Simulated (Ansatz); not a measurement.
# Ruthenium, hcp under PBE: testing the k-point mesh

How fine must the k-point mesh be for energy and pressure to settle? The geometry was relaxed under PBE beforehand and stays fixed; 8 values are run, from 2×2×1 to 19×19×11. Wanted are the values from which on the energy stays within 10 and 1 meV/atom, and the pressure within 0.5 GPa, of the last run. Within the series other settings stay, but some runs also write fields, which adds to their time. Spin polarisation is left out.

Computed with Ansatz 0.2.0 (DFT PBE, plane waves with PAW, scalar-relativistic, unless a step says otherwise).

## 1. The starting structure

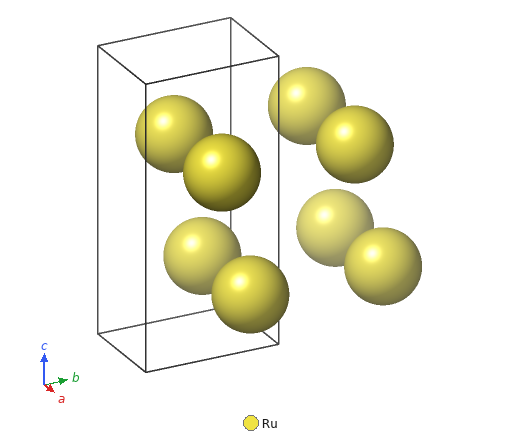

Start, viewed slightly off an axis; ruthenium yellow. 2×2×1 cells are drawn. Any atoms on the faces are drawn again on the opposite ones.

As a file:

```
CELL_PARAMETERS angstrom
2.72356 0.00000 0.00000
-1.36178 2.35867 0.00000
0.00000 0.00000 4.28908
ATOMIC_POSITIONS crystal
Ru 0.33333 0.66667 0.25000
Ru 0.66667 0.33333 0.75000
```

## 2. k-mesh 2×2×1

The run at 2×2×1.

Input file input.yaml:

```yaml
crystal:
  lattice:
    - [2.7235595794, 0.0, 0.0]
    - [-1.3617797897, 2.3586717845, 0.0]
    - [0.0, 0.0, 4.2890849607]
  atoms:
    - { symbol: Ru, position: [0.3333333333, 0.6666666667, 0.25] }
    - { symbol: Ru, position: [0.6666666667, 0.3333333333, 0.75] }
hamiltonian:
  xc: pbe
  pseudopotentials:
    kind: paw
    azcp:
      Ru: "pseudopotentials/Ru.paw.azcp"
basis:
  ecutwfc: 420
  fft_grid_basis: typed
kpoints:
  mp_grid: { grid: [2, 2, 1], shift: [0, 0, 0] }
magnetization:
  spin_polarized: false
scf:
  occupations: { method: fermi_dirac, width: 0.1 }
  lower_state_search: "off"
output:
  stress: true
```

Command:

```sh
$ ansatz run input.yaml --threads 1 --pin off --max-ram 3584MiB --backend cpu --events-out ev --progress --plain --runs-dir out
```

The log of the run, cut to the lines that bear on the results:

```text
[...]
Pseudopotentials: kind: paw
Pseudopotential: Ru, paw, valence charge 16, recommended cutoff 420 eV (normal), <dir>
Functional definition: PBE
[...]
Crystal: 2 atoms, lattice volume = 27.553 Å³
Basis set: ecut = 420 eV, 537 PW (Γ)
Bands: 20, of which v1, the nominal top of the filled ones, is band 16 counted from 1 (15 counted from 0)
Symmetry: 24 space group operations
Space group: P63/mmc (ITA 194), of the structure as read, at distance tolerance 3.0e-5 Å
k-points: 2 of 4
[...]
SCF iter   1: F=—  HF=-11757.121180 eV  |F-HF|=—  |Δ(HF+E_count)|=         —  Δρ=5.98e-2  dr2=5.87e-1  ethr=1.77e-3  ⟨swp⟩=5.5  Hψ=381  notcnv=0
[...]
SCF iter   7: F=-11756.944070 eV  HF=-11756.944070 eV  |F-HF|=9.09e-11  |Δ(HF+E_count)|=   2.13e-8  Δρ=2.78e-6  dr2=6.93e-10  ethr=3.13e-10  ⟨swp⟩=4.0  Hψ=155  notcnv=0
[...]
SCF converged after 7 iterations
Free energy (F): -11756.944070 eV
[...]
E sigma→0 (E₀):  -11756.846464 eV
Entropy (-TS):   -0.195212 eV (-97.606 meV/atom)
Fermi energy:    24.468076 eV
[...]
--- Stress (GPa, compression-positive) ---
        3.387262       0.000000      -0.000000
       -0.000000       3.387262      -0.000000
       -0.000000      -0.000000      13.137074
  P = ⅓ Tr σ = 6.6372 GPa (66.372 kbar)
```

Run time: 0.62 s. Hardware: 1 thread of Intel Xeon Platinum 8259CL at 2.50GHz (Skylake/Cascade Lake), shared host; peak memory 0.45 GiB.

## 3. k-mesh 3×3×2

The run at 3×3×2.

input.yaml, as its differences from that of step 2:

```diff
@@ -18,3 +18,3 @@
 kpoints:
-  mp_grid: { grid: [2, 2, 1], shift: [0, 0, 0] }
+  mp_grid: { grid: [3, 3, 2], shift: [0, 0, 0] }
 magnetization:
```

Command:

```sh
$ ansatz run input.yaml --threads 1 --pin off --max-ram 3584MiB --backend cpu --events-out ev --progress --plain --runs-dir out
```

The log of the run, cut to the lines that bear on the results:

```text
[...]
[... 3 set-up lines as earlier in the session ...]
[...]
Crystal: 2 atoms, lattice volume = 27.553 Å³
Basis set: ecut = 420 eV, 537 PW (Γ)
Bands: 20, of which v1, the nominal top of the filled ones, is band 16 counted from 1 (15 counted from 0)
[... 2 set-up lines as earlier in the session ...]
k-points: 6 of 18
[...]
SCF iter   1: F=—  HF=-11756.550517 eV  |F-HF|=—  |Δ(HF+E_count)|=         —  Δρ=9.09e-3  dr2=5.45e-3  ethr=1.77e-3  ⟨swp⟩=5.2  Hψ=1078  notcnv=0  defer=3
[...]
SCF iter   6: F=-11756.552988 eV  HF=-11756.552988 eV  |F-HF|=4.18e-11  |Δ(HF+E_count)|=   6.09e-9  Δρ=1.53e-6  dr2=3.16e-10  ethr=7.03e-11  ⟨swp⟩=1.8  Hψ=437  notcnv=0
[...]
SCF converged after 6 iterations
Free energy (F): -11756.552988 eV
[...]
E sigma→0 (E₀):  -11756.509439 eV
Entropy (-TS):   -0.087099 eV (-43.550 meV/atom)
Fermi energy:    23.481118 eV
[...]
--- Stress (GPa, compression-positive) ---
       24.178498      -0.000000      -0.000000
        0.000000      24.178498      -0.000000
       -0.000000      -0.000000     -23.263197
  P = ⅓ Tr σ = 8.3646 GPa (83.646 kbar)
```

It took 0.89 s on 1 thread of Intel Xeon Platinum 8259CL at 2.50GHz (Skylake/Cascade Lake), shared host; peak memory 0.45 GiB.

## 4. k-mesh 5×5×3

The run at 5×5×3.

input.yaml, as its differences from that of step 3:

```diff
@@ -18,3 +18,3 @@
 kpoints:
-  mp_grid: { grid: [3, 3, 2], shift: [0, 0, 0] }
+  mp_grid: { grid: [5, 5, 3], shift: [0, 0, 0] }
 magnetization:
```

Command:

```sh
$ ansatz run input.yaml --threads 1 --pin off --max-ram 3584MiB --backend cpu --events-out ev --progress --plain --runs-dir out
```

The log of the run, cut to the lines that bear on the results:

```text
[...]
[... 3 set-up lines as earlier in the session ...]
[...]
Crystal: 2 atoms, lattice volume = 27.553 Å³
Basis set: ecut = 420 eV, 537 PW (Γ)
Bands: 20, of which v1, the nominal top of the filled ones, is band 16 counted from 1 (15 counted from 0)
[... 2 set-up lines as earlier in the session ...]
k-points: 10 of 75
[...]
SCF iter   1: F=—  HF=-11757.413415 eV  |F-HF|=—  |Δ(HF+E_count)|=         —  Δρ=1.00e-2  dr2=1.36e-2  ethr=1.77e-3  ⟨swp⟩=5.0  Hψ=781  notcnv=0
[...]
SCF iter   6: F=-11757.413921 eV  HF=-11757.413921 eV  |F-HF|=3.27e-11  |Δ(HF+E_count)|=   1.74e-9  Δρ=3.00e-6  dr2=8.96e-10  ethr=8.46e-11  ⟨swp⟩=1.8  Hψ=656  notcnv=0
[...]
SCF converged after 6 iterations
Free energy (F): -11757.413921 eV
[...]
E sigma→0 (E₀):  -11757.385370 eV
Entropy (-TS):   -0.057101 eV (-28.551 meV/atom)
Fermi energy:    23.205269 eV
[...]
--- Stress (GPa, compression-positive) ---
       -3.433973       0.000000      -0.000000
       -0.000000      -3.433973       0.000000
       -0.000000       0.000000       4.957842
  P = ⅓ Tr σ = -0.6367 GPa (-6.367 kbar)
```

Run time: 0.77 s. Hardware: 1 thread of Intel Xeon Platinum 8259CL at 2.50GHz (Skylake/Cascade Lake), shared host; peak memory 0.44 GiB.

## 5. k-mesh 6×6×4

The run at 6×6×4.

input.yaml, as its differences from that of step 4:

```diff
@@ -18,3 +18,3 @@
 kpoints:
-  mp_grid: { grid: [5, 5, 3], shift: [0, 0, 0] }
+  mp_grid: { grid: [6, 6, 4], shift: [0, 0, 0] }
 magnetization:
@@ -26 +26,5 @@
   stress: true
+  write_density: true
+  write_potential: true
+  elf: true
+  volumetric_format: npy
```

Command:

```sh
$ ansatz run input.yaml --threads 1 --pin off --max-ram 3584MiB --backend cpu --events-out ev --progress --plain --runs-dir out
```

The log of the run, cut to the lines that bear on the results:

```text
[...]
[... 3 set-up lines as earlier in the session ...]
[...]
Crystal: 2 atoms, lattice volume = 27.553 Å³
Basis set: ecut = 420 eV, 537 PW (Γ)
Bands: 20, of which v1, the nominal top of the filled ones, is band 16 counted from 1 (15 counted from 0)
[... 2 set-up lines as earlier in the session ...]
k-points: 21 of 144
[...]
SCF iter   1: F=—  HF=-11757.348425 eV  |F-HF|=—  |Δ(HF+E_count)|=         —  Δρ=6.65e-3  dr2=2.48e-3  ethr=1.77e-3  ⟨swp⟩=5.1  Hψ=3747  notcnv=0  defer=5
[...]
SCF iter   6: F=-11757.351586 eV  HF=-11757.351586 eV  |F-HF|=7.59e-10  |Δ(HF+E_count)|=   6.57e-8  Δρ=6.60e-6  dr2=3.94e-9  ethr=7.98e-11  ⟨swp⟩=7.2  Hψ=2871  notcnv=0
[...]
SCF converged after 6 iterations
Free energy (F): -11757.351586 eV
[...]
E sigma→0 (E₀):  -11757.312784 eV
Entropy (-TS):   -0.077604 eV (-38.802 meV/atom)
Fermi energy:    23.307278 eV
[...]
--- Stress (GPa, compression-positive) ---
        2.028985      -0.000000      -0.000000
        0.000000       2.028985       0.000000
       -0.000000       0.000000      -1.501154
  P = ⅓ Tr σ = 0.8523 GPa (8.523 kbar)
--- Band table (eV; the first three rows and the last of 21) ---
  k-point 0: bands = ["-49.9996", "-49.8029", "-20.4760", "-19.5733", "-19.5733", "-19.4061", "-19.4061", "-19.3719", "15.2065", "17.0078", "20.5631", "20.5631", "20.7757", "21.2397", "21.2397", "21.7077", "21.7077", "24.2631", "24.2631", "24.4354", "33.3007", "37.8795", "40.4165", "40.9916"]
[...]
```

Wall time 1.8 s (1 thread of Intel Xeon Platinum 8259CL at 2.50GHz (Skylake/Cascade Lake), shared host); peak memory 0.46 GiB.

## 6. k-mesh 8×8×5

The run at 8×8×5.

input.yaml, as its differences from that of step 5:

```diff
@@ -18,3 +18,3 @@
 kpoints:
-  mp_grid: { grid: [6, 6, 4], shift: [0, 0, 0] }
+  mp_grid: { grid: [8, 8, 5], shift: [0, 0, 0] }
 magnetization:
@@ -26,5 +26 @@
   stress: true
-  write_density: true
-  write_potential: true
-  elf: true
-  volumetric_format: npy
```

Command:

```sh
$ ansatz run input.yaml --threads 1 --pin off --max-ram 3584MiB --backend cpu --events-out ev --progress --plain --runs-dir out
```

The log of the run, cut to the lines that bear on the results:

```text
[...]
[... 3 set-up lines as earlier in the session ...]
[...]
Crystal: 2 atoms, lattice volume = 27.553 Å³
Basis set: ecut = 420 eV, 537 PW (Γ)
Bands: 20, of which v1, the nominal top of the filled ones, is band 16 counted from 1 (15 counted from 0)
[... 2 set-up lines as earlier in the session ...]
k-points: 30 of 320
[...]
SCF iter   1: F=—  HF=-11757.432113 eV  |F-HF|=—  |Δ(HF+E_count)|=         —  Δρ=6.79e-3  dr2=2.50e-3  ethr=1.77e-3  ⟨swp⟩=5.0  Hψ=2322  notcnv=0
[...]
SCF iter   6: F=-11757.435922 eV  HF=-11757.435922 eV  |F-HF|=8.31e-10  |Δ(HF+E_count)|=   4.30e-8  Δρ=3.64e-6  dr2=2.31e-9  ethr=3.13e-10  ⟨swp⟩=4.0  Hψ=1942  notcnv=0
[...]
SCF converged after 6 iterations
Free energy (F): -11757.435922 eV
[...]
E sigma→0 (E₀):  -11757.414445 eV
Entropy (-TS):   -0.042954 eV (-21.477 meV/atom)
Fermi energy:    23.073749 eV
[...]
--- Stress (GPa, compression-positive) ---
       -1.011365       0.000000      -0.000000
        0.000000      -1.011365       0.000000
       -0.000000       0.000000       0.681499
  P = ⅓ Tr σ = -0.4471 GPa (-4.471 kbar)
```

It took 1.2 s on 1 thread of Intel Xeon Platinum 8259CL at 2.50GHz (Skylake/Cascade Lake), shared host; peak memory 0.46 GiB.

## 7. k-mesh 11×11×6

The run at 11×11×6.

input.yaml, as its differences from that of step 6:

```diff
@@ -18,3 +18,3 @@
 kpoints:
-  mp_grid: { grid: [8, 8, 5], shift: [0, 0, 0] }
+  mp_grid: { grid: [11, 11, 6], shift: [0, 0, 0] }
 magnetization:
```

Command:

```sh
$ ansatz run input.yaml --threads 1 --pin off --max-ram 3584MiB --backend cpu --events-out ev --progress --plain --runs-dir out
```

The log of the run, cut to the lines that bear on the results:

```text
[...]
[... 3 set-up lines as earlier in the session ...]
[...]
Crystal: 2 atoms, lattice volume = 27.553 Å³
Basis set: ecut = 420 eV, 537 PW (Γ)
Bands: 20, of which v1, the nominal top of the filled ones, is band 16 counted from 1 (15 counted from 0)
[... 2 set-up lines as earlier in the session ...]
k-points: 64 of 726
[...]
SCF iter   1: F=—  HF=-11757.394666 eV  |F-HF|=—  |Δ(HF+E_count)|=         —  Δρ=6.42e-3  dr2=2.27e-3  ethr=1.77e-3  ⟨swp⟩=5.0  Hψ=11665  notcnv=0  defer=12
[...]
SCF iter   6: F=-11757.397759 eV  HF=-11757.397759 eV  |F-HF|=2.18e-11  |Δ(HF+E_count)|=   1.63e-7  Δρ=1.94e-6  dr2=3.48e-10  ethr=1.86e-10  ⟨swp⟩=3.0  Hψ=5423  notcnv=0
[...]
SCF converged after 6 iterations
Free energy (F): -11757.397759 eV
[...]
E sigma→0 (E₀):  -11757.366899 eV
Entropy (-TS):   -0.061720 eV (-30.860 meV/atom)
Fermi energy:    23.062795 eV
[...]
--- Stress (GPa, compression-positive) ---
       -0.462068       0.000000      -0.000000
        0.000000      -0.462068       0.000000
       -0.000000       0.000000       1.170364
  P = ⅓ Tr σ = 0.0821 GPa (0.821 kbar)
```

Wall time 3.6 s (1 thread of Intel Xeon Platinum 8259CL at 2.50GHz (Skylake/Cascade Lake), shared host); peak memory 0.49 GiB.

## 8. k-mesh 14×14×8

The run at 14×14×8.

input.yaml, as its differences from that of step 7:

```diff
@@ -18,3 +18,3 @@
 kpoints:
-  mp_grid: { grid: [11, 11, 6], shift: [0, 0, 0] }
+  mp_grid: { grid: [14, 14, 8], shift: [0, 0, 0] }
 magnetization:
@@ -26 +26,5 @@
   stress: true
+  write_density: true
+  write_potential: true
+  elf: true
+  volumetric_format: npy
```

Command:

```sh
$ ansatz run input.yaml --threads 1 --pin off --max-ram 3584MiB --backend cpu --events-out ev --progress --plain --runs-dir out
```

The log of the run, cut to the lines that bear on the results:

```text
[...]
[... 3 set-up lines as earlier in the session ...]
[...]
Crystal: 2 atoms, lattice volume = 27.553 Å³
Basis set: ecut = 420 eV, 537 PW (Γ)
Bands: 20, of which v1, the nominal top of the filled ones, is band 16 counted from 1 (15 counted from 0)
[... 2 set-up lines as earlier in the session ...]
k-points: 120 of 1568
[...]
SCF iter   1: F=—  HF=-11757.399912 eV  |F-HF|=—  |Δ(HF+E_count)|=         —  Δρ=6.40e-3  dr2=2.26e-3  ethr=1.77e-3  ⟨swp⟩=5.0  Hψ=21875  notcnv=0  defer=25
[...]
SCF iter   6: F=-11757.403070 eV  HF=-11757.403070 eV  |F-HF|=2.44e-10  |Δ(HF+E_count)|=   1.49e-7  Δρ=2.10e-6  dr2=1.93e-10  ethr=1.68e-10  ⟨swp⟩=7.9  Hψ=16344  notcnv=0
[...]
SCF converged after 6 iterations
Free energy (F): -11757.403070 eV
[...]
E sigma→0 (E₀):  -11757.373775 eV
Entropy (-TS):   -0.058589 eV (-29.295 meV/atom)
Fermi energy:    23.111719 eV
[...]
--- Stress (GPa, compression-positive) ---
       -0.186515       0.000000      -0.000000
        0.000000      -0.186515       0.000000
       -0.000000       0.000000       0.546970
  P = ⅓ Tr σ = 0.0580 GPa (0.580 kbar)
--- Band table (eV; the first three rows and the last of 120) ---
  k-point 0: bands = ["-50.0020", "-49.8053", "-20.4718", "-19.5786", "-19.5786", "-19.4115", "-19.4115", "-19.3675", "15.2065", "17.0120", "20.5600", "20.5600", "20.7791", "21.2366", "21.2366", "21.7064", "21.7064", "24.2617", "24.2617", "24.4349", "33.3017", "37.8814", "40.4189", "40.9954"]
[...]
```

Wall time 6.5 s (1 thread of Intel Xeon Platinum 8259CL at 2.50GHz (Skylake/Cascade Lake), shared host); peak memory 0.53 GiB.

## 9. k-mesh 19×19×11

The run at 19×19×11.

input.yaml, as its differences from that of step 8:

```diff
@@ -18,3 +18,3 @@
 kpoints:
-  mp_grid: { grid: [14, 14, 8], shift: [0, 0, 0] }
+  mp_grid: { grid: [19, 19, 11], shift: [0, 0, 0] }
 magnetization:
```

Command:

```sh
$ ansatz run input.yaml --threads 1 --pin off --max-ram 3584MiB --backend cpu --events-out ev --progress --plain --runs-dir out
```

The log of the run, cut to the lines that bear on the results:

```text
[...]
[... 3 set-up lines as earlier in the session ...]
[...]
Crystal: 2 atoms, lattice volume = 27.553 Å³
Basis set: ecut = 420 eV, 537 PW (Γ)
Bands: 20, of which v1, the nominal top of the filled ones, is band 16 counted from 1 (15 counted from 0)
[... 2 set-up lines as earlier in the session ...]
k-points: 240 of 3971
[...]
SCF iter   1: F=—  HF=-11757.402183 eV  |F-HF|=—  |Δ(HF+E_count)|=         —  Δρ=6.38e-3  dr2=2.24e-3  ethr=1.77e-3  ⟨swp⟩=5.0  Hψ=44090  notcnv=0  defer=41
[...]
SCF iter   6: F=-11757.405280 eV  HF=-11757.405280 eV  |F-HF|=8.37e-11  |Δ(HF+E_count)|=   1.56e-7  Δρ=2.01e-6  dr2=2.87e-10  ethr=1.80e-10  ⟨swp⟩=8.2  Hψ=33001  notcnv=0
[...]
SCF converged after 6 iterations
Free energy (F): -11757.405280 eV
[...]
E sigma→0 (E₀):  -11757.378532 eV
Entropy (-TS):   -0.053497 eV (-26.748 meV/atom)
Fermi energy:    23.114893 eV
[...]
--- Stress (GPa, compression-positive) ---
       -0.249278       0.000000      -0.000000
        0.000000      -0.249278       0.000000
       -0.000000       0.000000       0.409279
  P = ⅓ Tr σ = -0.0298 GPa (-0.298 kbar)
--- Band table (eV; the first three rows and the last of 240) ---
  k-point 0: bands = ["-50.0018", "-49.8051", "-20.4701", "-19.5792", "-19.5792", "-19.4121", "-19.4121", "-19.3658", "15.2065", "17.0117", "20.5589", "20.5589", "20.7800", "21.2355", "21.2355", "21.7076", "21.7076", "24.2626", "24.2626", "24.4360", "33.3019", "37.8802", "40.4193", "40.9940"]
[...]
```

It took 14 s on 1 thread of Intel Xeon Platinum 8259CL at 2.50GHz (Skylake/Cascade Lake), shared host; peak memory 0.59 GiB.

## 10. Convergence table

Energies count from the run at 19×19×11.

| k-mesh | k-points | E(σ → 0) (meV/atom) | P (GPa) | SCF cycles | CPU time |
| --- | --- | --- | --- | --- | --- |
| 2×2×1 | 2 | 266.03 | 6.64 | 7 | 0.61 s |
| 3×3×2 | 6 | 434.55 | 8.36 | 6 | 0.89 s |
| 5×5×3 | 10 | -3.42 | -0.64 | 6 | 0.77 s |
| 6×6×4 | 21 | 32.87 | 0.85 | 6 | 1.8 s |
| 8×8×5 | 30 | -17.96 | -0.45 | 6 | 1.2 s |
| 11×11×6 | 64 | 5.82 | 0.08 | 6 | 3.6 s |
| 14×14×8 | 120 | 2.38 | 0.06 | 6 | 6.5 s |
| 19×19×11 | 240 | 0.00 | -0.03 | 6 | 14 s |

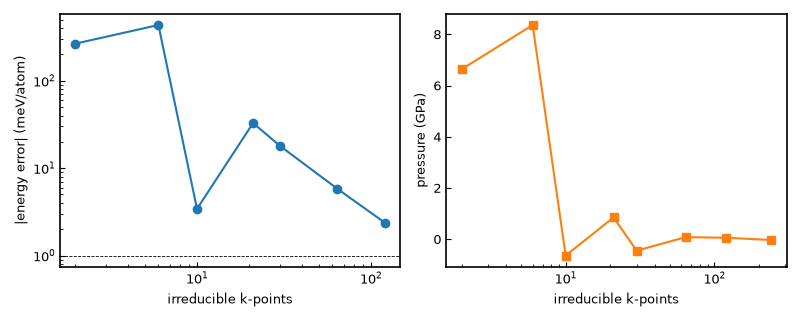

Energy and pressure against the k-point mesh; the dashed line marks 1 meV/atom.

## 11. Summary of results

```
                                           quantity                        value
      E(σ → 0) stays within 10 meV/atom of 19×19×11              from 11×11×6 on
                   E(σ → 0) stays within 1 meV/atom  not reached before 19×19×11
                      pressure stays within 0.5 GPa                from 8×8×5 on
                               pressure at 19×19×11                    -0.03 GPa
                    CPU time, dearest over cheapest                           23
energy of a separate run on a finer mesh (22×22×12)  -0.2 meV/atom from 19×19×11
```

**Reading.** The far end, 2×2×1, lies +266.0 meV/atom and +6.7 GPa from the yardstick. Convergence in k is not monotonic; the energy swings about its limit. The energy has not settled to 1 meV/atom before the last mesh. Metals converge slowly, as the Fermi surface must be resolved. A run on a finer mesh agrees with the yardstick to 1 meV/atom.
